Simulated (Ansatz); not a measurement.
## Single-point calculation, with input and output: Ta₁₂N (part 1 of 2)

- system: Ta₁₂N (slab, 13 atoms in the cell)
- method: DFT PBE+D3(BJ), scalar-relativistic, plane waves, PAW, PAW set soft_1, no spin polarisation (Ansatz 0.2.0)

The structure derives from an entry of the Crystallography Open Database. Figures and captions count atoms from 1; the log counts them from 0 in places.

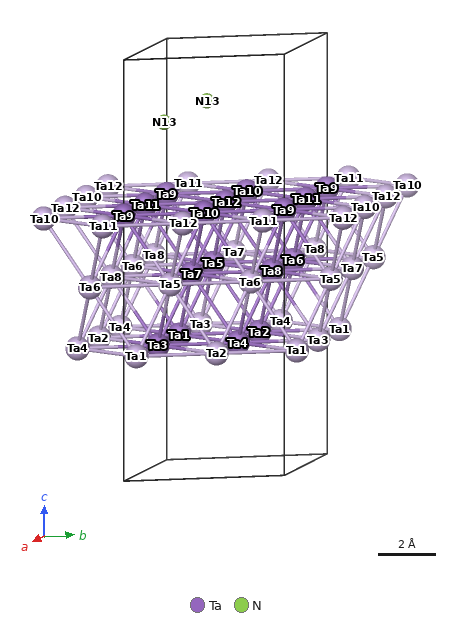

The structure as given in the input (ball-and-stick view of the cell of the calculation, with the vacuum cut short, seen slightly off an axis; neighbours outside the cell are drawn fainter; atoms are numbered from 1 in the order of the input). An atom can appear more than once, as a periodic image.

Input file
```yaml
crystal:
  lattice:
    - [5.9135916889, 0.0, 0.0]
    - [-2.9567958445, 5.1213206302, 0.0]
    - [0.0, 0.0, 22.1284273952]
  atoms:
    - { symbol: Ta, position: [0.3333333333, 0.1666666667, 0.1807629584] }
    - { symbol: Ta, position: [0.3333333333, 0.6666666667, 0.1807629584] }
    - { symbol: Ta, position: [0.8333333333, 0.1666666667, 0.1807629584] }
    - { symbol: Ta, position: [0.8333333333, 0.6666666667, 0.1807629584] }
    - { symbol: Ta, position: [0.1666666667, 0.3333333333, 0.2898630609] }
    - { symbol: Ta, position: [0.1666666667, 0.8333333333, 0.2898630609] }
    - { symbol: Ta, position: [0.6666666667, 0.3333333333, 0.2898630609] }
    - { symbol: Ta, position: [0.6666666667, 0.8333333333, 0.2898630609] }
    - { symbol: Ta, position: [0.0, 0.0, 0.3989631634] }
    - { symbol: Ta, position: [0.0, 0.5, 0.3989631634] }
    - { symbol: Ta, position: [0.5, 0.0, 0.3989631634] }
    - { symbol: Ta, position: [0.5, 0.5, 0.3989631634] }
    - { symbol: "N", position: [0.0, 0.25, 0.5480926041] }
basis:
  ecutwfc: 420
kpoints:
  mp_grid: { grid: [6, 6, 1] }
hamiltonian:
  xc: pbe
  pseudopotentials: { kind: paw, azcp: { folder: soft_1 } }
  dispersion: d3bj
scf:
  occupations: { method: gaussian, width: 0.1 }
output:
  forces: true
  eigenvalues: true
  write_density: true
  write_potential: true
  elf: true
  volumetric_format: npy
efield:
  axis: 3
  dipole_correction: true
  ramp_width: 0.04
```

Machine: 2 threads of Arm Neoverse N1, 98 GiB of memory available, shared host.

Command:
```bash
ansatz run input.yaml --threads 2 --pin off --max-ram 6144MiB --backend cpu --events-out ev --progress --plain --runs-dir out
```

The program's output
```
Engine: ansatz 0.2.0, aarch64-unknown-linux-gnu
Pseudopotentials: kind: paw
Pseudopotential: Ta, paw, valence charge 13, recommended cutoff 420 eV (normal), [file]
Pseudopotential: N, paw, valence charge 5, recommended cutoff 420 eV (normal), [file]
Functional definition: PBE
  parameter kappa = 0.804
  parameter beta = 0.06672455060314922
  exchange = pbe_x(kappa = kappa, mu = beta*pi^2/3)
  correlation = pbe_c(beta = beta)
Crystal: 13 atoms, lattice volume = 670.168 Å³
Basis set: ecut = 420 eV, 13081 PW (Γ), exchange–correlation on 80×80×300 points (8 copies of the dense FFT grid, shifted against one another)
Bands: 97, of which v1, the nominal top of the filled ones, is band 81 counted from 1 (80 counted from 0)
Symmetry: 2 space group operations
Space group: Cm (ITA 8), of the structure as read, at distance tolerance 8.8e-5 Å
k-points: 13 of 36 (time reversal used)
Non-local potential: Ta, projectors of the file, l = 0: 3, l = 1: 2, l = 2: 2, l = 3: 1
Non-local potential: N, projectors of the file, l = 0: 2, l = 1: 2, l = 2: 1
PAW form: soft (Blöchl's): semilocal exchange-correlation on the pseudo side does not see the compensation charge
PAW one-centre angular grid: Ta, 590 points (default); XC on 64 Gauss nodes
PAW one-centre angular grid: N, 110 points (default); XC on 64 Gauss nodes
Initial wavefunctions: pseudopotential atomic-orbital guess
Functional: x = pbe(κ = 0.804, μ = 0.2195149727645171), c = pbe(β = 0.06672455060314922)
SCF iter   1: F=—  HF=-119576.121535 eV  |F-HF|=—  |Δ(HF+E_count)|=         —  Δρ=4.69e-2  dr2=7.49e1  ethr=3.10e-3  p=-0.000 e·Å  D=-4.86e-7 V/Å  ΔV_dip=0.00 eV  dr2_dipole=1.49e1  V_vac-E_F(+/−)=7.12/7.12 eV  ⟨swp⟩=9.2  Hψ=5974  notcnv=0
efield: sawtooth ramp at fractional position 0.8444 (placed from the atoms, in the widest stretch of the axis that holds none; the zero of the levels goes with the place), width 0.0400; the density the first Hamiltonian is built on has a dipole p = -0.000 e·Å; the dipole correction subtracts the counter field D = -4.86e-7 V/Å, which shifts the + side's vacuum level by +0.00 eV against the − side's; the planar-averaged density in the ramp window peaks in size at 4.3e-6 e/Å³
preconditioner: auto → LDOS  [metal: Δε(μ)=0.021 eV  Ē_g=3.644 eV  σ=0.100 eV  W_gap=0.12  n_scr=110 (ndim 8)  ℏωp=11.6 eV  f_vac=0.542  D(μ)=19.66/eV (n_scr^D=136)  β→1.0]
SCF iter   2: F=—  HF=-119573.734608 eV  |F-HF|=—  |Δ(HF+E_count)|=    2.39e0  Δρ=4.73e-2  dr2=8.21e1  ethr=3.10e-3  p=-0.734 e·Å  D=-1.98e-1 V/Å  ΔV_dip=4.38 eV  dr2_dipole=2.65e1  V_vac-E_F(+/−)=7.08/2.70 eV  ⟨swp⟩=4.5  Hψ=3111  notcnv=0  defer=64
SCF iter   3: F=—  HF=-119569.563425 eV  |F-HF|=—  |Δ(HF+E_count)|=    4.17e0  Δρ=7.79e-3  dr2=7.39e-1  ethr=3.10e-3  p=-0.315 e·Å  D=-8.51e-2 V/Å  ΔV_dip=1.88 eV  dr2_dipole=2.51e-3  V_vac-E_F(+/−)=6.99/5.10 eV  ⟨swp⟩=4.0  Hψ=2732  notcnv=0  defer=50
SCF iter   4: F=—  HF=-119569.552522 eV  |F-HF|=—  |Δ(HF+E_count)|=   1.09e-2  Δρ=5.11e-3  dr2=2.08e-1  ethr=4.59e-4  p=-0.347 e·Å  D=-9.36e-2 V/Å  ΔV_dip=2.07 eV  dr2_dipole=7.16e-2  V_vac-E_F(+/−)=6.91/4.84 eV  ⟨swp⟩=2.4  Hψ=1798  notcnv=0  defer=40
SCF iter   5: F=—  HF=-119569.581350 eV  |F-HF|=—  |Δ(HF+E_count)|=   2.88e-2  Δρ=1.18e-2  dr2=3.68e-1  ethr=1.29e-4  p=-0.351 e·Å  D=-9.47e-2 V/Å  ΔV_dip=2.09 eV  dr2_dipole=2.78e-2  V_vac-E_F(+/−)=6.82/4.73 eV  ⟨swp⟩=2.0  Hψ=1607  notcnv=0  defer=40
SCF iter   6: F=—  HF=-119569.560978 eV  |F-HF|=—  |Δ(HF+E_count)|=   2.04e-2  Δρ=5.21e-3  dr2=2.84e-1  ethr=1.29e-4  p=-0.349 e·Å  D=-9.42e-2 V/Å  ΔV_dip=2.09 eV  dr2_dipole=1.03e-1  V_vac-E_F(+/−)=6.79/4.71 eV  ⟨swp⟩=1.5  Hψ=1227  notcnv=0  defer=40
SCF iter   7: F=—  HF=-119569.557187 eV  |F-HF|=—  |Δ(HF+E_count)|=   3.79e-3  Δρ=2.93e-3  dr2=2.00e-1  ethr=1.29e-4  p=-0.348 e·Å  D=-9.39e-2 V/Å  ΔV_dip=2.08 eV  dr2_dipole=8.31e-2  V_vac-E_F(+/−)=6.78/4.70 eV  ⟨swp⟩=1.1  Hψ=1222  notcnv=0  defer=40
SCF iter   8: F=—  HF=-119569.556108 eV  |F-HF|=—  |Δ(HF+E_count)|=   1.08e-3  Δρ=1.59e-3  dr2=3.80e-2  ethr=1.24e-4  p=-0.350 e·Å  D=-9.45e-2 V/Å  ΔV_dip=2.09 eV  dr2_dipole=7.62e-3  V_vac-E_F(+/−)=6.77/4.68 eV  ⟨swp⟩=1.2  Hψ=1230  notcnv=0  defer=40
SCF iter   9: F=—  HF=-119569.555026 eV  |F-HF|=—  |Δ(HF+E_count)|=   1.08e-3  Δρ=3.36e-4  dr2=2.53e-3  ethr=2.36e-5  p=-0.350 e·Å  D=-9.46e-2 V/Å  ΔV_dip=2.09 eV  dr2_dipole=3.28e-5  V_vac-E_F(+/−)=6.74/4.65 eV  ⟨swp⟩=2.0  Hψ=1691  notcnv=0  defer=40
SCF iter  10: F=—  HF=-119569.555363 eV  |F-HF|=—  |Δ(HF+E_count)|=   3.37e-4  Δρ=2.02e-4  dr2=8.27e-4  ethr=1.57e-6  p=-0.348 e·Å  D=-9.39e-2 V/Å  ΔV_dip=2.08 eV  dr2_dipole=2.70e-4  V_vac-E_F(+/−)=6.72/4.64 eV  ⟨swp⟩=2.0  Hψ=1281  notcnv=0  defer=40
SCF iter  11: F=—  HF=-119569.555472 eV  |F-HF|=—  |Δ(HF+E_count)|=   1.09e-4  Δρ=7.64e-5  dr2=9.99e-5  ethr=5.14e-7  p=-0.347 e·Å  D=-9.36e-2 V/Å  ΔV_dip=2.07 eV  dr2_dipole=1.80e-5  V_vac-E_F(+/−)=6.71/4.64 eV  ⟨swp⟩=1.9  Hψ=1267  notcnv=0  defer=40
SCF iter  12: F=—  HF=-119569.555672 eV  |F-HF|=—  |Δ(HF+E_count)|=   2.00e-4  Δρ=1.33e-5  dr2=2.95e-6  ethr=6.20e-8  p=-0.345 e·Å  D=-9.31e-2 V/Å  ΔV_dip=2.06 eV  dr2_dipole=2.34e-6  V_vac-E_F(+/−)=6.71/4.64 eV  ⟨swp⟩=2.4  Hψ=1763  notcnv=0  defer=40
SCF iter  13: F=—  HF=-119569.555673 eV  |F-HF|=—  |Δ(HF+E_count)|=   9.18e-7  Δρ=1.23e-5  dr2=2.72e-6  ethr=1.83e-9  p=-0.344 e·Å  D=-9.30e-2 V/Å  ΔV_dip=2.06 eV  dr2_dipole=4.99e-7  V_vac-E_F(+/−)=6.70/4.65 eV  ⟨swp⟩=2.4  Hψ=1786  notcnv=0  defer=40
SCF iter  14: F=—  HF=-119569.555673 eV  |F-HF|=—  |Δ(HF+E_count)|=   1.39e-7  Δρ=3.73e-6  dr2=1.15e-7  ethr=1.69e-9  p=-0.344 e·Å  D=-9.30e-2 V/Å  ΔV_dip=2.06 eV  dr2_dipole=4.00e-11  V_vac-E_F(+/−)=6.70/4.65 eV  ⟨swp⟩=1.6  Hψ=1256  notcnv=0  defer=40
SCF iter  15: F=-119569.555673 eV  HF=-119569.555673 eV  |F-HF|=1.27e-8  |Δ(HF+E_count)|=   2.42e-8  Δρ=9.83e-7  dr2=1.79e-8  ethr=6.21e-11  p=-0.344 e·Å  D=-9.30e-2 V/Å  ΔV_dip=2.06 eV  dr2_dipole=5.70e-10  V_vac-E_F(+/−)=6.70/4.65 eV  ⟨swp⟩=25.2  Hψ=11013  notcnv=0
SCF 1 converged in 15 iterations: F = -119569.555673 eV  dr2 = 1.79e-8
  greatest PAW one-centre occupation: 0.999 electrons in one spin orbital (limit 2), on the Ta atom at site 5 (counted from 0), in its partial waves of l = 0
```

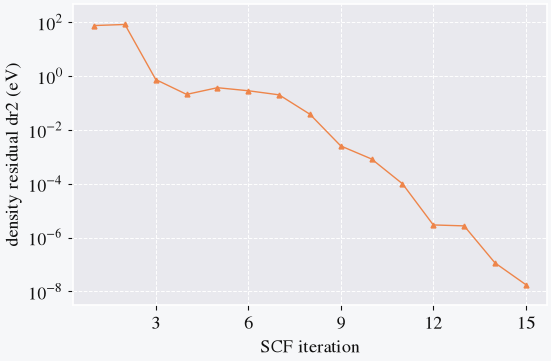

Convergence of the self-consistent field: density residual dr2 against the SCF iteration. The residual falls almost steadily, with no more than small rises.

```
WARN: The output density's exchange-correlation potential varies sharply where the density is thin. Do not read a vacuum level from v_tot or v_xc, or from such a field of the output density. On a cell that repeats whose density bears no net charge and no dipole along the vacuum's axis use v_es (v_loc + v_h of the components); under efield.dipole_correction with no amplitude use v_es + v_field, which holds any external_charges[].barrier, or the levels of the report's work_function block, which leave it out; under a non-zero efield.amplitude the vacuum is tilted and has no level; on a cell that repeats and bears such a dipole with no correction it is tilted too, and efield.dipole_correction with no amplitude gives each side of its ramp a level where efield: is served; in a cell that repeats whose density bears a net charge (total_charge, or a fill off its count) it is curved and has none; of a slab under crystal.periodic whose density bears no net charge use v_es, which has a level on each side, short of where the two are joined; of another it falls or rises all the way out and has none; of a slab beside external_charges read slab_vacuum_level instead, which it has where they leave it neutral. The grid or the basis barely resolves most such structure, and the values can differ between equally converged runs; as a rule a tighter scf.convergence.dr2_threshold does not remove it. Where the density itself ripples (under the LDA too) a higher basis.ecutwfc lessens it. The files hold the spikes' plane waves up to the density's cutoff. Files: v_tot_of_output_density and the like, and their columns of v_z.tsv (output.write_potential); v_xc_of_output_density and the like, and their columns of v_comp_z.tsv (output.write_potential_components). Measured: with its Gaussian average of σ = 0.25 Å subtracted twice, the exchange-correlation potential is over 0.1 eV at 1104 of the grid points where the equally averaged density (valence and model cores) is under 1e-3 e/Å³, and 0.451 eV at the most among them, at an averaged density of 5.4e-4 e/Å³. The input density's (outcome.potential() and, of a run that writes arrays, v_tot and v_xc) is over 0.1 eV, so measured, at 1114 points of its own thin density, 0.450 eV at the most. See output.write_potential in the manual, Limitations
SCF converged after 15 iterations
Free energy (F): -119569.555673 eV
Harris-Foulkes:  -119569.555673 eV  (|F-HF|=1.27e-8)
Internal energy: -119569.391924 eV  (E = F + TS)
E sigma→0 (E₀):  -119569.473798 eV
Entropy (-TS):   -0.163749 eV (-12.596 meV/atom)
Fermi energy:    2.525123 eV
Dipole field:    D = -0.092970 V/Å  (p = -0.344322 e·Å, saw-weighted, corrected)
Work function:   Φ+ = 6.7033 eV   Φ− = 4.6460 eV
Levels:          The Fermi level and band energies are counted from a zero that moves with the ramp; work functions are not
--- Per-component energies (eV) ---
  E_band       = -3831.907812
  E_kinetic    = 4803.980662
  E_local      = -130986.816240  (includes V_loc(G=0)·N_el)
  E_nonlocal   = -94.184276
  E_hartree    = 63282.918113
  E_xc         = -3890.600342
  E_vxc        = -2846.694351  (∫ρ·V_xc dr)
  E_paw        = -99779.435437  (= ΣΔE_a)
  E_vpaw       = -1252.028989  (= ΣTr[D̂ρ^β])
  E_aug_tail   = 0.001787  (compensation charges beyond the density's cutoff)
  E_efield     = 0.016006  (sawtooth field / dipole correction)
  E_vefield    = -22.009174  (∫n·V_field dr)
  E_ewald      = 47099.865645
  E_disp       = -5.137842  (pairwise vdW)
  E_smearing   = -0.163749  (= −TS)
  E_closure    = -0.000000  (closes the sum)
  Σ components = -119569.555673   (vs F -119569.555673, Δ=0.00e0)
--- Forces (eV/Å), atoms counted from 1 ---
  atom   1  Ta     0.02849018    -0.04132123    -0.10664002
  atom   2  Ta    -0.02154014     0.04533384    -0.10664002
  atom   3  Ta    -0.01889488    -0.01090896    -0.12796138
  atom   4  Ta     0.00853630     0.00492844    -0.10809561
  atom   5  Ta    -0.00455427    -0.00262941     0.04527493
  atom   6  Ta     0.03932749     0.02270574    -0.11124937
  atom   7  Ta     0.00013275    -0.06151415    -0.01084344
  atom   8  Ta    -0.05320645     0.03087204    -0.01084344
  atom   9  Ta     0.04878795    -0.09032085     0.99827741
  atom  10  Ta    -0.05382617     0.08741203     0.99827741
  atom  11  Ta    -0.10061528    -0.05809026     0.16562241
  atom  12  Ta     0.10437000     0.06025805     0.38725552
  atom  13  N      0.02299527     0.01327633    -2.01236906
  max |Σ_I F_I| component: 6.53e-5 eV/Å
--- Band table (eV; the first three rows and the last of 13) ---
```
